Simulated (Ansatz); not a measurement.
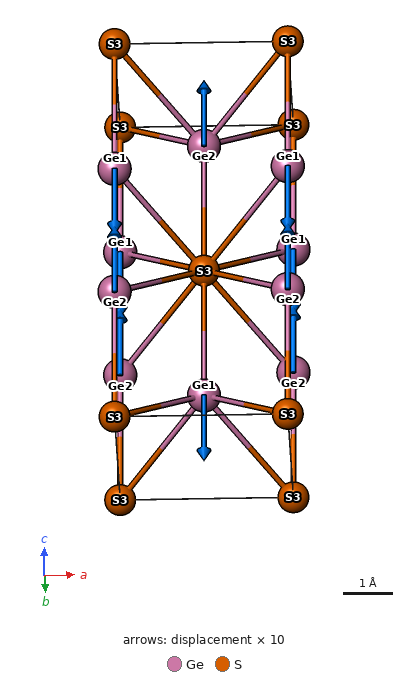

A relaxation of a crystal of Ge₂S (built on the MoSi2 (C11b)_139 type). The starting structure is drawn; blue arrows show the displacements (the part carried along by the change of the cell is left out), 10 times their true length.

A ball-and-stick model of the conventional cell (2 times the calculation's cell), seen from a free direction. Lengths and directions refer to the drawn axes.

Case: MoSi2 (C11b) type (I4/mmm, No. 139).

Computed with DFT PBE, scalar-relativistic, plane waves, PAW in Ansatz 0.2.0.

Input file:
```yaml
crystal:
  lattice:
    - [-1.7711873486, 1.7711873486, 4.3449439646]
    - [1.7711873486, -1.7711873486, 4.3449439646]
    - [1.7711873486, 1.7711873486, -4.3449439646]
  atoms:
    - { symbol: Ge, position: [0.665, 0.665, 0.0] }
    - { symbol: Ge, position: [0.335, 0.335, 0.0] }
    - { symbol: S, position: [0.0, 0.0, 0.0] }
basis:
  ecutwfc: 420
kpoints:
  mp_grid: { grid: [18, 18, 18] }
hamiltonian:
  xc: pbe
scf:
  occupations: { method: gaussian, width: 0.1 }
output:
  forces: true
  stress: true
  eigenvalues: true
relax:
  adjacent_minimum: "off"
  f_tol: 0.01
  max_steps: 80
  cell: { stress_tol: 0.05 }
```

Launched with:
```bash
ansatz run input.yaml --threads 1 --pin off --max-ram 2560MiB --backend cpu --events-out ev --progress --plain --runs-dir out
```

Which element moves most?

Answer. Germanium: up to 0.15 Å, against 0.00 Å for sulfur.

What happened in the run?

Answer. The largest moves relative to the cell, 0.15 Å, are those of Ge1 and Ge2. Ge2 goes along +c. S stays in place. The drawn cell changes as follows: a = b 3.542 → 3.419 Å (−3.5 %), c 8.690 → 9.631 Å (+10.8 %); the volume changes by +3.2 %. Among the contacts that change: Ge1–S3 2.911 → 3.381 Å, Ge1–S3 (another image) 2.886 → 2.811 Å. The space group stays I4/mmm (No. 139). The energy falls by 41.5 meV per atom in 7 accepted moves (9 points after the start). Largest force component: 0.09 eV/Å at the start, 0.00019 eV/Å at the end. The pressure goes from 2.23 to 0.01 GPa. At 2 points the geometry stayed and the basis and grid were re-selected for the new cell (energy shift of 0.7 meV per atom at most each time).
